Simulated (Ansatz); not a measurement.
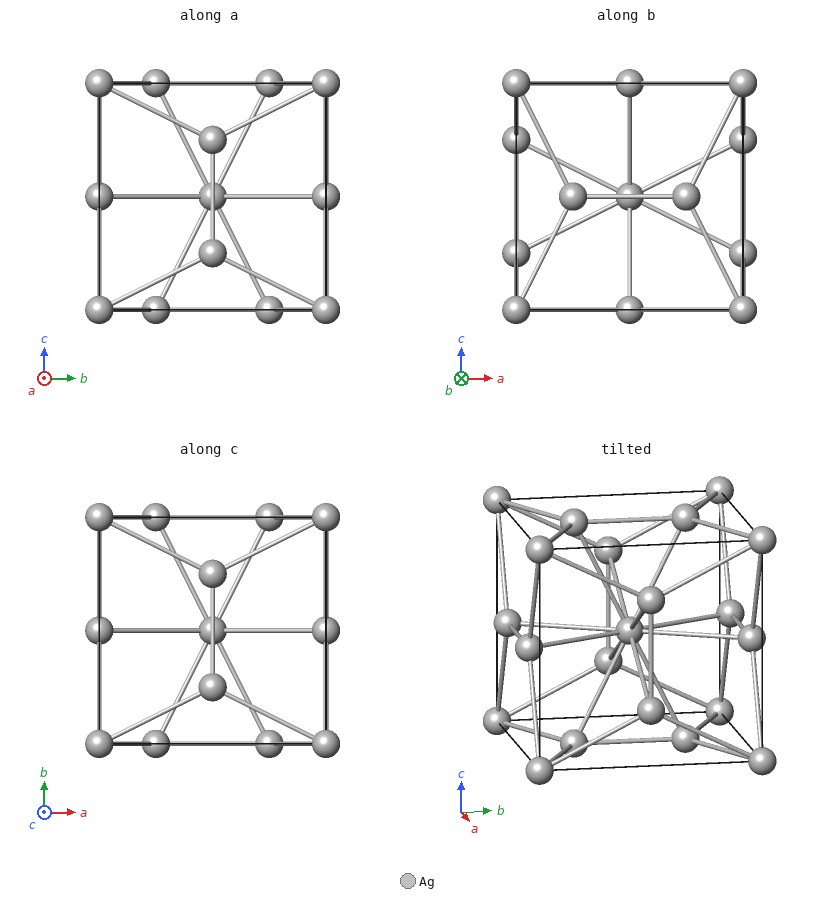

The image is a ball-and-stick drawing of a crystal, viewed along the a axis, along the b axis, along the c axis and slightly off an axis. One conventional unit cell is outlined, and atoms on its boundary appear in each equivalent place.

Lattice parameters: a = 5.341 Å, b = 5.341 Å, c = 5.341 Å, α = 90.00°, β = 90.00°, γ = 90.00°. Put a along x and b in the xy plane.

### From the views, write a POSCAR file.

```
Ag
1.0
     5.341    0.000    0.000
     0.000    5.341    0.000
     0.000    0.000    5.341
Ag
8
Direct
  0.0000 0.0000 0.0000
  0.5000 0.5000 0.5000
  0.2500 0.0000 0.5000
  0.7500 0.0000 0.5000
  0.5000 0.2500 0.0000
  0.5000 0.7500 0.0000
  0.0000 0.5000 0.2500
  0.0000 0.5000 0.7500
```

Provenance: a structure type filled with this element by a generator (whether the element takes this form wasn't checked). Earlier steps of the study may have refined or changed the cell and positions. A calculation with Ansatz used it as input.
